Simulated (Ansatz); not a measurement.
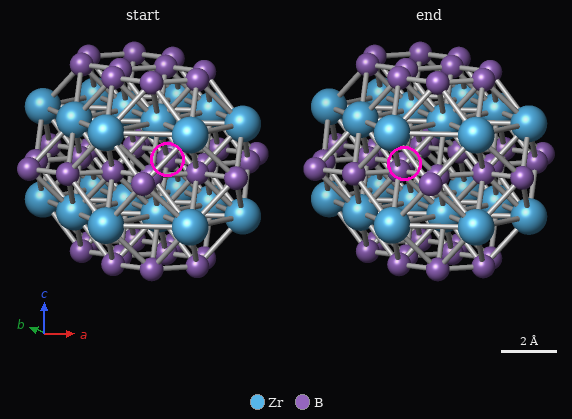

The two relaxed end points of a path for a defect cell of composition Zr8B15 with a B vacancy (23 atoms in the cell). A ball-and-stick model of the atoms within 5.2 Å of the middle of the path, seen slightly off an axis. The moving atom is ringed, with any periodic copies. Bonds to atoms that aren't drawn are left out.

Theory: DFT, PAW plane waves, LDA (Ansatz 0.2.0).

Set-up: plane-wave cutoff 420 eV; k-point mesh 3 × 3 × 2; Fermi-Dirac smearing 0.1 eV; 5 movable images; climbing image; force threshold 0.1 eV/Å; iteration limit 40.

Start:
```
CELL_PARAMETERS angstrom
6.25625 0.00000 0.00000
-3.12813 5.41807 0.00000
0.00000 0.00000 6.95798
ATOMIC_POSITIONS crystal
Zr 0.00005 0.99959 0.00151
B 0.18023 0.34018 0.24877
B 0.33382 0.16813 0.24876
Zr 0.00005 0.99959 0.49600
B 0.16619 0.33315 0.74876
B 0.33317 0.16680 0.74875
Zr 0.00005 0.50058 0.00152
B 0.16638 0.83325 0.24876
B 0.33382 0.66581 0.24876
Zr 0.00005 0.50058 0.49600
B 0.16639 0.83325 0.74876
B 0.33316 0.66647 0.74876
Zr 0.49906 0.99959 0.00152
B 0.65946 0.34018 0.24874
Zr 0.49906 0.99959 0.49600
B 0.66649 0.33316 0.74876
B 0.83305 0.16659 0.74875
Zr 0.49971 0.49992 0.99978
B 0.65947 0.81941 0.24874
B 0.83150 0.66582 0.24875
Zr 0.49973 0.49992 0.49773
B 0.66649 0.83345 0.74876
B 0.83284 0.66648 0.74876
```

End:
```xyz
23
Lattice="6.2563 0.0000 0.0000 -3.1281 5.4181 0.0000 0.0000 0.0000 6.9580" Properties=species:S:1:pos:R:3 pbc="T T T"
Zr    3.1280    5.4156    0.0082
B     4.6272    0.8666    1.7285
B     1.6288    0.8666    1.7286
Zr    3.1280    5.4156    3.4490
B    -0.0001    1.8071    5.2076
B     1.5630    0.9046    5.2075
Zr    4.6890    2.7119    0.0081
B    -1.5567    4.5204    1.7286
B    -0.0001    3.6881    1.7286
Zr    4.6890    2.7119    3.4490
B    -1.5632    4.5167    5.2075
B    -0.0001    3.6120    5.2076
Zr    3.1280    0.0011    6.9550
B     3.1280    1.7985    1.7286
Zr    3.1280    0.0011    3.4602
B     3.1280    1.8060    5.2076
B     4.6930    0.9046    5.2076
Zr    1.5671    2.7119    0.0081
B     1.5565    4.5204    1.7286
B     3.1280    3.6131    1.7286
Zr    1.5670    2.7119    3.4490
B     1.5630    4.5167    5.2075
B     3.1280    3.6131    5.2076
```

Predict the minimum-energy path and its barrier.

The two ends have the same energy, and the highest point, image 3, lies 1.65 eV above the start. It is a vacancy jump: a nearby atom moves into the empty site and leaves its own site empty. A B atom travels furthest, 1.95 Å from end to end, along [−2 −1 0], on a straight line. At the highest image its nearest neighbour (Zr) is 2.37 Å away, against 1.77 Å at the start, and the surrounding atoms stand up to 0.05 Å off the mean of their end positions. The band converged in 4 iterations. The largest component of the band force went from 0.84 to 0.067 eV/Å. The climbing image converged on the top of the path. Its curvatures weren't checked. The force threshold of 0.1 eV/Å is loose, so the barrier is approximate.

Energies of the converged images:

```
image  path (Å)  E (eV)
    0      0.00   0.000
    1      0.33   0.466
    2      0.66   1.284
    3      0.99   1.648
    4      1.32   1.284
    5      1.64   0.466
    6      1.97   0.000
```

The geometry at the top of the path:

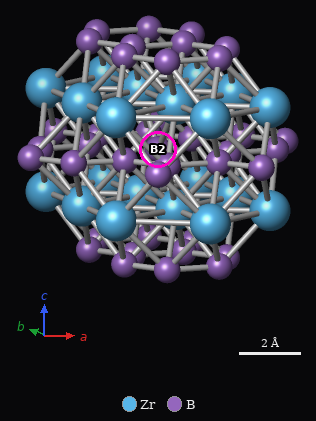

Limits of the set-up: the k-point mesh is coarse for a cell with partly filled bands; the periodic images lie only 6.3 Å apart, so the values are limited by the cell's size.

The run took 3.8 min on 4 threads of Intel(R) Xeon(R) Platinum 8259CL CPU @ 2.50GHz (Skylake/Cascade Lake), on a shared host, peak memory 1.5 GiB.
